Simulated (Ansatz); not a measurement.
## Hf₂N: a changed input and its effect

System: Hf₂N (P4₂/mnm, 6 atoms in the cell).
Method of run A: DFT r2SCAN, scalar-relativistic, plane waves, PAW, no spin polarisation (Ansatz 0.2.0).

The structure derives from a Materials Project entry. Text and figures count atoms from 1; the logs count them from 0 in places.

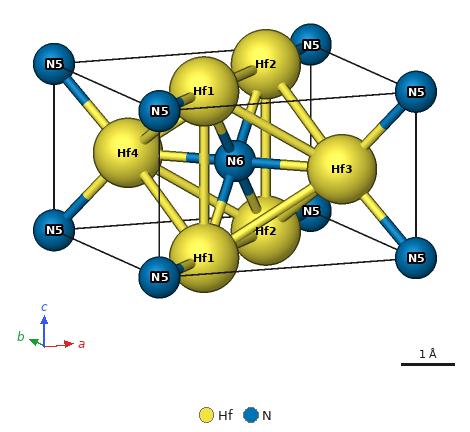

Figure 1. The structure (ball-and-stick view of the cell of the calculation, seen slightly off an axis; atoms are numbered from 1 in the order of the input). An atom can appear more than once, as a periodic image. Near neighbours in the periodic cell (some may lie outside the picture): Hf has 11 Hf at 3.07 to 3.24 Å and 3 N at 2.22 to 2.23 Å; N has 6 Hf at 2.22 to 2.23 Å.

## The input, run A
```yaml
crystal:
  lattice:
    - [5.31312402, 0.0, 0.0]
    - [0.0, 5.31312402, 0.0]
    - [0.0, 0.0, 3.24209839]
  atoms:
    - { symbol: Hf, position: [0.29553637, 0.29553637, 0.0] }
    - { symbol: Hf, position: [0.70446363, 0.70446363, 0.0] }
    - { symbol: Hf, position: [0.79553637, 0.20446363, 0.5] }
    - { symbol: Hf, position: [0.20446363, 0.79553637, 0.5] }
    - { symbol: "N", position: [0.0, 0.0, 0.0] }
    - { symbol: "N", position: [0.5, 0.5, 0.5] }
basis:
  ecutwfc: 500
kpoints:
  mp_grid: { grid: [4, 4, 6] }
hamiltonian:
  xc: r2scan
scf:
  occupations: { method: gaussian, width: 0.1 }
output:
  forces: true
  stress: true
  eigenvalues: true
```

Command:
```bash
ansatz run input.yaml --threads 1 --pin off --max-ram 2560MiB --backend cpu --events-out ev --progress --plain --runs-dir out
```

Hardware: 1 thread of Intel Xeon @ 2.50GHz (Skylake/Cascade Lake), 189 GiB of memory available, shared host.

## Output, shortened to warnings, some set-up lines, iterations and results (run A)
```
Basis set: ecut = 500 eV, 2343 PW (Γ), exchange–correlation on 160×160×96 points (64 copies of the dense FFT grid, shifted against one another)
Symmetry: 16 space group operations
k-points: 24 of 96
Initial density: superposition of atomic densities (neutral atoms: chi_scale 0, normalization atom), corrected by the library's trained network
[...]
SCF iter   1: F=—  HF=-63709.856223 eV  |F-HF|=—  |Δ(HF+E_count)|=         —  Δρ=1.33e-2  dr2=1.38e-1  dr2_τ=3.39e-1  ethr=1.77e-3  ⟨swp⟩=4.7  Hψ=4842  notcnv=0  defer=22
SCF iter   2: F=—  HF=-63709.981576 eV  |F-HF|=—  |Δ(HF+E_count)|=   1.25e-1  Δρ=7.51e-3  dr2=5.28e-2  dr2_τ=3.97e-3  ethr=1.21e-4  ⟨swp⟩=2.0  Hψ=3454  notcnv=0  defer=122
SCF iter   3: F=—  HF=-63709.978908 eV  |F-HF|=—  |Δ(HF+E_count)|=   2.67e-3  Δρ=5.07e-3  dr2=1.72e-2  dr2_τ=1.28e-3  ethr=4.63e-5  ⟨swp⟩=2.0  Hψ=2440  notcnv=0  defer=122
SCF iter   4: F=—  HF=-63709.982252 eV  |F-HF|=—  |Δ(HF+E_count)|=   3.34e-3  Δρ=2.53e-3  dr2=5.62e-3  dr2_τ=2.37e-4  ethr=1.51e-5  ⟨swp⟩=1.2  Hψ=1544  notcnv=0  defer=122
SCF iter   5: F=—  HF=-63709.982869 eV  |F-HF|=—  |Δ(HF+E_count)|=   6.17e-4  Δρ=5.76e-4  dr2=2.86e-4  dr2_τ=9.02e-6  ethr=4.93e-6  ⟨swp⟩=2.0  Hψ=2517  notcnv=0  defer=122
SCF iter   6: F=—  HF=-63709.982945 eV  |F-HF|=—  |Δ(HF+E_count)|=   7.57e-5  Δρ=1.51e-4  dr2=2.42e-5  dr2_τ=5.37e-7  ethr=2.51e-7  ⟨swp⟩=2.0  Hψ=2490  notcnv=0  defer=122
SCF iter   7: F=—  HF=-63709.982942 eV  |F-HF|=—  |Δ(HF+E_count)|=   3.07e-6  Δρ=2.23e-5  dr2=1.11e-6  dr2_τ=3.41e-8  ethr=2.12e-8  ⟨swp⟩=2.0  Hψ=2551  notcnv=0  defer=122
SCF iter   8: F=—  HF=-63709.982941 eV  |F-HF|=—  |Δ(HF+E_count)|=   3.64e-7  Δρ=1.18e-5  dr2=1.16e-7  dr2_τ=1.78e-8  ethr=9.74e-10  ⟨swp⟩=2.0  Hψ=2777  notcnv=0  defer=122
SCF iter   9: F=-63709.982941 eV  HF=-63709.982941 eV  |F-HF|=1.23e-8  |Δ(HF+E_count)|=   2.91e-9  Δρ=2.29e-6  dr2=6.32e-9  dr2_τ=2.74e-10  ethr=8.77e-11  ⟨swp⟩=8.8  Hψ=6854  …
SCF 1 converged in 9 iterations: F = -63709.982941 eV  dr2 = 6.32e-9
SCF converged after 9 iterations
Free energy (F): -63709.982941 eV
Harris-Foulkes:  -63709.982941 eV  (|F-HF|=1.23e-8)
Internal energy: -63709.971935 eV  (E = F + TS)
E sigma→0 (E₀):  -63709.977438 eV
Entropy (-TS):   -0.011007 eV (-1.834 meV/atom)
Fermi energy:    21.001867 eV
--- Per-component energies (eV) ---
  E_band       = 323.849167
  E_kinetic    = 1964.300091
  E_local      = -19963.077865  (includes V_loc(G=0)·N_el)
  E_nonlocal   = -4903.845208
  E_hartree    = 9429.863309
  E_xc         = -1255.773517
  E_vxc        = -1346.417473  (∫ρ·V_xc dr)
  E_paw        = -28066.278229  (= ΣΔE_a)
  E_vpaw       = 5645.785854  (= ΣTr[D̂ρ^β])
  E_aug_tail   = 0.000031  (compensation charges beyond the density's cutoff)
  E_vtau       = 67.374882  (kinetic-family band-sum trace: ∫τ·v_τ [+ j·A + Jᵃ·Aᵃ] dr)
  E_ewald      = -20916.387504
  E_core_change = 1.226958  (= ΣΔE_core)
  E_smearing   = -0.011007  (= −TS)
  E_closure    = 0.000000  (closes the sum)
  Σ components = -63709.982941   (vs F -63709.982941, Δ=0.00e0)
--- Forces (eV/Å), atoms counted from 1 ---
  atom   1  Hf    -0.07665061    -0.07665061    -0.00000000
  atom   2  Hf     0.07665061     0.07665061     0.00000000
  atom   3  Hf    -0.07665061     0.07665061     0.00000000
  atom   4  Hf     0.07665061    -0.07665061    -0.00000000
  atom   5  N      0.00000000     0.00000000     0.00000000
  atom   6  N      0.00000000     0.00000000     0.00000000
  max |Σ_I F_I| component: 2.78e-17 eV/Å
--- Stress (GPa, compression-positive) ---
        1.490091      -0.000000       0.000000
       -0.000000       1.490091      -0.000000
        0.000000      -0.000000       1.253816
  P = ⅓ Tr σ = 1.4113 GPa (14.113 kbar)
```

The input of run B differs as follows (lines with − go, lines with + come):
```diff
-    - [5.31312402, 0.0, 0.0]
-    - [0.0, 5.31312402, 0.0]
-    - [0.0, 0.0, 3.24209839]
+    - [5.3251070804, 0.0, 0.0]
+    - [0.0, 5.3251070804, 0.0]
+    - [0.0, 0.0, 3.2499869519]
-    - { symbol: Hf, position: [0.29553637, 0.29553637, 0.0] }
-    - { symbol: Hf, position: [0.70446363, 0.70446363, 0.0] }
-    - { symbol: Hf, position: [0.79553637, 0.20446363, 0.5] }
-    - { symbol: Hf, position: [0.20446363, 0.79553637, 0.5] }
+    - { symbol: Hf, position: [0.2954865868, 0.2954865868, 0.0] }
+    - { symbol: Hf, position: [0.7045134132, 0.7045134132, 0.0] }
+    - { symbol: Hf, position: [0.7954865868, 0.2045134132, 0.5] }
+    - { symbol: Hf, position: [0.2045134132, 0.7954865868, 0.5] }
-  mp_grid: { grid: [4, 4, 6] }
+  mp_grid: { grid: [8, 8, 12] }
```

Predict how the results change.

With the same functional and potentials, run B lies 2.2 meV per atom higher (other lines of the input change too). The pressure goes from 1.41 to 0.00 GPa. The largest force goes from 0.108 to 0.000 eV/Å. The volume per atom goes from 15.25 to 15.36 Å³. The SCF takes 8 iterations against 9. The irreducible k-points go from 24 to 105. On the same kind of shared host run B took about 4.1 times as long.

## Output, shortened to warnings, some set-up lines, iterations and results (run B)
```
Basis set: ecut = 500 eV, 2343 PW (Γ), exchange–correlation on 160×160×96 points (64 copies of the dense FFT grid, shifted against one another)
Symmetry: 16 space group operations
k-points: 105 of 768
Initial density: superposition of atomic densities (neutral atoms: chi_scale 0, normalization atom), corrected by the library's trained network
[...]
SCF iter   1: F=—  HF=-63709.845984 eV  |F-HF|=—  |Δ(HF+E_count)|=         —  Δρ=1.36e-2  dr2=1.46e-1  dr2_τ=3.38e-1  ethr=1.77e-3  ⟨swp⟩=4.5  Hψ=21051  notcnv=0  defer=127
SCF iter   2: F=—  HF=-63709.967475 eV  |F-HF|=—  |Δ(HF+E_count)|=   1.21e-1  Δρ=7.62e-3  dr2=5.45e-2  dr2_τ=4.03e-3  ethr=1.28e-4  ⟨swp⟩=2.0  Hψ=15114  notcnv=0  defer=531
SCF iter   3: F=—  HF=-63709.965124 eV  |F-HF|=—  |Δ(HF+E_count)|=   2.35e-3  Δρ=5.10e-3  dr2=1.74e-2  dr2_τ=1.32e-3  ethr=4.78e-5  ⟨swp⟩=2.0  Hψ=10733  notcnv=0  defer=531
SCF iter   4: F=—  HF=-63709.968650 eV  |F-HF|=—  |Δ(HF+E_count)|=   3.53e-3  Δρ=2.53e-3  dr2=5.57e-3  dr2_τ=2.39e-4  ethr=1.53e-5  ⟨swp⟩=1.3  Hψ=6759  notcnv=0  defer=531
SCF iter   5: F=—  HF=-63709.969416 eV  |F-HF|=—  |Δ(HF+E_count)|=   7.66e-4  Δρ=5.75e-4  dr2=2.76e-4  dr2_τ=8.20e-6  ethr=4.88e-6  ⟨swp⟩=2.0  Hψ=11015  notcnv=0  defer=531
SCF iter   6: F=—  HF=-63709.969511 eV  |F-HF|=—  |Δ(HF+E_count)|=   9.53e-5  Δρ=1.37e-4  dr2=1.91e-5  dr2_τ=4.34e-7  ethr=2.42e-7  ⟨swp⟩=2.0  Hψ=11019  notcnv=0  defer=531
SCF iter   7: F=—  HF=-63709.969529 eV  |F-HF|=—  |Δ(HF+E_count)|=   1.79e-5  Δρ=1.99e-5  dr2=8.17e-7  dr2_τ=2.47e-8  ethr=1.68e-8  ⟨swp⟩=2.0  Hψ=11108  notcnv=0  defer=531
SCF iter   8: F=-63709.969529 eV  HF=-63709.969529 eV  |F-HF|=3.59e-8  |Δ(HF+E_count)|=   2.79e-7  Δρ=1.09e-5  dr2=9.55e-8  dr2_τ=1.43e-8  ethr=8.77e-11  ⟨swp⟩=8.2  Hψ=35611  …
SCF 1 converged in 8 iterations: F = -63709.969529 eV  dr2 = 9.55e-8
SCF converged after 8 iterations
Free energy (F): -63709.969529 eV
Harris-Foulkes:  -63709.969529 eV  (|F-HF|=3.59e-8)
Internal energy: -63709.957476 eV  (E = F + TS)
E sigma→0 (E₀):  -63709.963502 eV
Entropy (-TS):   -0.012053 eV (-2.009 meV/atom)
Fermi energy:    20.949816 eV
--- Per-component energies (eV) ---
  E_band       = 304.528047
  E_kinetic    = 1962.647570
  E_local      = -20038.264461  (includes V_loc(G=0)·N_el)
  E_nonlocal   = -4904.118057
  E_hartree    = 9457.891018
  E_xc         = -1255.217359
  E_vxc        = -1345.611267  (∫ρ·V_xc dr)
  E_paw        = -28065.806721  (= ΣΔE_a)
  E_vpaw       = 5646.759341  (= ΣTr[D̂ρ^β])
  E_aug_tail   = 0.000032  (compensation charges beyond the density's cutoff)
  E_vtau       = 67.336342  (kinetic-family band-sum trace: ∫τ·v_τ [+ j·A + Jᵃ·Aᵃ] dr)
  E_ewald      = -20868.316456
  E_core_change = 1.226958  (= ΣΔE_core)
  E_smearing   = -0.012053  (= −TS)
  E_closure    = 0.000000  (closes the sum)
  Σ components = -63709.969529   (vs F -63709.969529, Δ=0.00e0)
--- Forces (eV/Å), atoms counted from 1 ---
  atom   1  Hf     0.00007432     0.00007432     0.00000000
  atom   2  Hf    -0.00007432    -0.00007432     0.00000000
  atom   3  Hf     0.00007432    -0.00007432     0.00000000
  atom   4  Hf    -0.00007432     0.00007432     0.00000000
  atom   5  N      0.00000000    -0.00000000     0.00000000
  atom   6  N     -0.00000000     0.00000000     0.00000000
  max |Σ_I F_I| component: 1.39e-17 eV/Å
--- Stress (GPa, compression-positive) ---
        0.000715       0.000000       0.000000
        0.000000       0.000715       0.000000
        0.000000       0.000000      -0.001631
  P = ⅓ Tr σ = -0.0001 GPa (-0.001 kbar)
```

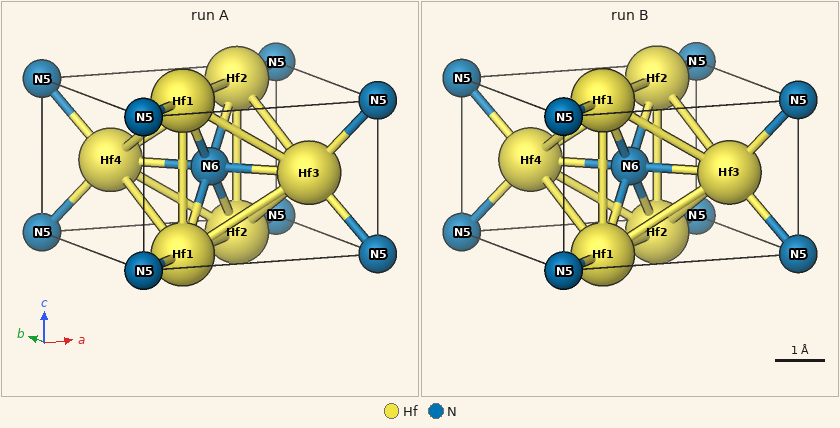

Figure 2. The two input geometries at one scale (ball-and-stick view of the cell of the calculation, seen slightly off an axis). No atom moves by more than 0.005 Å relative to the cell. Cell: a = b 5.313 → 5.325 Å (+0.2 %), c 3.242 → 3.250 Å (+0.2 %). Volume +0.7 %. Among the contacts that change: Hf1–Hf1 3.242 → 3.250 Å, Hf1–Hf2 3.073 → 3.080 Å, Hf1–Hf3 3.149 → 3.157 Å, Hf1–N6 2.233 → 2.239 Å.

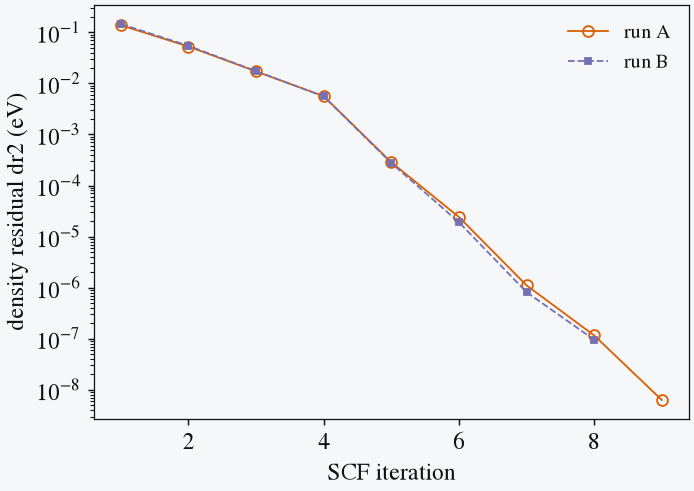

Figure 3. Convergence of the two runs: density residual dr2 against the SCF iteration. Run A takes 9 iterations in all, and run B takes 8.

## The two runs side by side

| quantity | run A | run B |
| --- | --- | --- |
| outcome | converged | converged |
| free energy per atom (eV) | −10618.3305 | −10618.3283 |
| energy per atom, smearing taken to zero (eV) | −10618.3296 | −10618.3273 |
| gap on the mesh (eV) | 0.00 | 0.00 |
| pressure (GPa) | 1.41 | 0.00 |
| volume per atom (Å³) | 15.25 | 15.36 |
| largest force (eV/Å) | 0.108 | 0.000 |
| SCF iterations | 9 | 8 |
| irreducible k-points | 24 | 105 |
| plane waves at Γ | 2343 | 2343 |
| wall time (shared host) | 30 s | 2 min |

For both runs: Spin–orbit coupling is left out, which matters for Hf.
